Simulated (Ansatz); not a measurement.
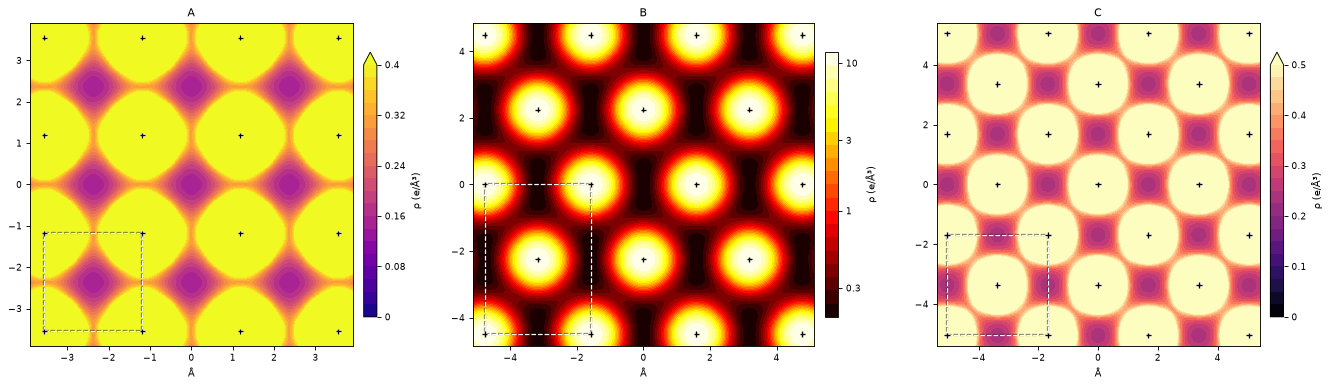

The valence charge density (pseudo) of 3 systems, each on a plane through atoms (crosses mark nuclei in the plane).

Level of theory: DFT, r2SCAN, plane waves (500 eV) with PAW, scalar-relativistic (Ansatz).

System 1: Pt, the (11̄0) plane of the conventional cell. Space group Im-3m; set up as Pt, bcc; a generated structure, not necessarily the stable one; changed on purpose from its base cell (volume × 1.04); computed pressure about −9 GPa in this cell.

```
Pt
1.0
     3.18221    0.00000    0.00000
     0.00000    3.18221    0.00000
     0.00000    0.00000    3.18221
Pt
2
Direct
  0.00000 0.00000 0.00000
  0.50000 0.50000 0.50000
```

System 2: Cu, the (001) plane of the conventional cell. Space group Pm-3m; set up as Cu, simple cubic; a generated structure, not necessarily the stable one; computed without spin polarisation.

```
CELL_PARAMETERS angstrom
2.36909 0.00000 0.00000
0.00000 2.36909 0.00000
0.00000 0.00000 2.36909
ATOMIC_POSITIONS crystal
Cu 0.00000 0.00000 0.00000
```

System 3: Co, the (100) plane of the conventional cell. Space group Fm-3m; set up as Co, fcc; a generated structure, not necessarily the stable one; changed on purpose from its base cell (volume × 0.96); computed pressure about 13 GPa in this cell; computed without spin polarisation.

```
Co
1.0
     3.36866    0.00000    0.00000
     0.00000    3.36866    0.00000
     0.00000    0.00000    3.36866
Co
4
Direct
  0.00000 0.00000 0.00000
  0.50000 0.50000 0.00000
  0.50000 0.00000 0.50000
  0.00000 0.50000 0.50000
```

Match each panel to its system.

Panel A is system 2, Cu: the plane holds Cu. Cu–Cu (2.37 Å): the density is about 0.31 e/Å³ at the midpoint. Panel B is system 1, Pt: the plane holds Pt. Pt–Pt (2.76 Å): the density is about 0.38 e/Å³ at the midpoint. Panel C is system 3, Co: the plane holds Co. Co–Co (2.38 Å): ρ at the midpoint is about 0.38 e/Å³.
